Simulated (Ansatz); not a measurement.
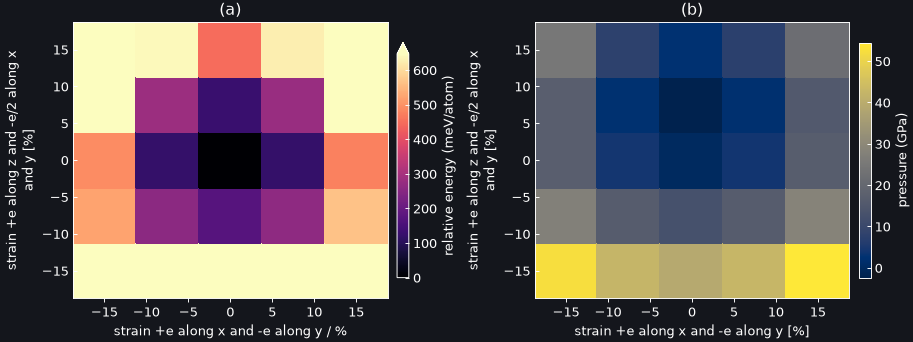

TaN (P6_3mc, No. 186; 4 atoms in the cell). 
- The energy is mapped over two homogeneous strains (x along [1 0 0], y along [1 2 0], z along [0 0 1] of the conventional cell).
- The first coordinate is: strain +e along x and -e along y; the second: strain +e along z and -e/2 along x and y.
- Nothing is relaxed (fractional coordinates fixed).
- The scan uses a 5 × 5 grid.
- Points are written as (first, second).
- All energies are given in meV/atom relative to the lowest grid point.
- Theory: DFT PBEsol, scalar-relativistic, plane waves, PAW (Ansatz). Settings: cutoff 520 eV, k-mesh 15×15×8 in the order of the run's cell vectors, gaussian smearing 0.15 eV, no spin polarisation.

Panel (a) is the energy and panel (b) the computed pressure on the same grid.

The picture shows one coloured cell a grid point, one colour for all values above the top of the scale.

Q: How does the pressure vary over the map, and what is it at the lowest grid point?

A: It runs from −2.4 GPa at (0.0 %, 7.5 %) to 54.5 GPa at (15.0 %, −15.0 %). At the lowest grid point, (0.0 %, 0.0 %), it is 0.0 GPa.

PAW datasets: the set soft_1.
